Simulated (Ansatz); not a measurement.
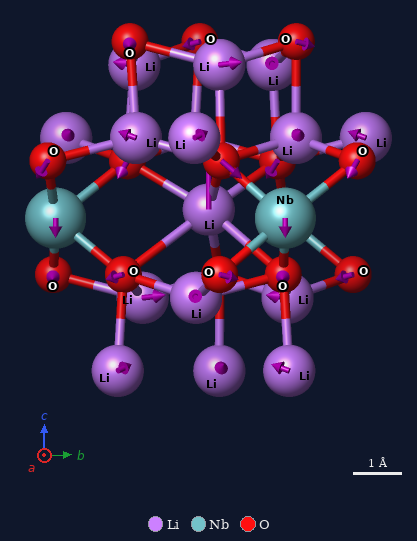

A relaxation of crystalline Li₇NbO₆ (set up in R3). The starting structure is drawn; purple arrows show the displacements, 20 times their true length.

A ball-and-stick model of the atoms within 4.2 Å of the atom that moves most (axes of the conventional cell (3 times the calculation's cell)), seen along the a axis. Lengths and directions refer to the drawn axes.

Case: the database's cell, atoms relaxed.

All numbers below come from Ansatz 0.2.0, DFT PBEsol, scalar-relativistic, plane waves, PAW.

The input:
```yaml
crystal:
  lattice:
    - [2.8051687724, 1.6195649459, 4.9247496334]
    - [-2.8051687724, 1.6195649459, 4.9247496334]
    - [0.0, -3.2391298917, 4.9247496334]
  atoms:
    - { symbol: Li, position: [0.49343, 0.725532, 0.123747] }
    - { symbol: Li, position: [0.235601, 0.931483, 0.489276] }
    - { symbol: Li, position: [0.931483, 0.489276, 0.235601] }
    - { symbol: Li, position: [0.654626, 0.654626, 0.654626] }
    - { symbol: Li, position: [0.123747, 0.49343, 0.725532] }
    - { symbol: Li, position: [0.725532, 0.123747, 0.49343] }
    - { symbol: Li, position: [0.489276, 0.235601, 0.931483] }
    - { symbol: Nb, position: [0.000212, 0.000212, 0.000212] }
    - { symbol: O, position: [0.639337, 0.884243, 0.230797] }
    - { symbol: O, position: [0.071598, 0.795317, 0.375719] }
    - { symbol: O, position: [0.795317, 0.375719, 0.071598] }
    - { symbol: O, position: [0.230797, 0.639337, 0.884243] }
    - { symbol: O, position: [0.884243, 0.230797, 0.639337] }
    - { symbol: O, position: [0.375719, 0.071598, 0.795317] }
basis:
  ecutwfc: 420
kpoints:
  mp_grid: { grid: [6, 6, 6] }
hamiltonian:
  xc: pbesol
scf:
  occupations: { method: gaussian, width: 0.02 }
output:
  forces: true
  stress: true
  eigenvalues: true
relax:
  adjacent_minimum: "off"
  f_tol: 0.01
  max_steps: 40
```

Command:
```bash
ansatz run input.yaml --threads 4 --pin off --max-ram 10240MiB --backend cpu --events-out ev --progress --plain --runs-dir out
```

> Which element moves most?

Lithium: up to 0.064 Å, against 0.029 Å for oxygen.

> What did the optimiser do to the structure, and how much energy did it gain?

The atom that moves furthest is Li4 (0.064 Å along +c). By element the largest moves are Li 0.064 Å, O 0.029 Å, Nb 0.021 Å. The lattice vectors keep their values. Some distances before and after: Li4–O10 2.398 → 2.449 Å, Li2–O9 1.958 → 2.004 Å, Li4–O12 2.120 → 2.083 Å, Li1–Li2 2.385 → 2.418 Å. Among the angles between lasting bonds that change: O9–Li4–O12 98.3° → 100.9°, O10–Li5–O11 122.0° → 124.0°. The space group stays R3 (No. 146). Over 5 geometry steps the energy falls by 44.8 meV per cell of the calculation. The largest force component goes from 0.48 to 0.0098 eV/Å. Cost: 62 s on 4 threads of AMD EPYC 7R43 64-Core Processor (Zen 3), on a shared host, peak memory 0.64 GiB.
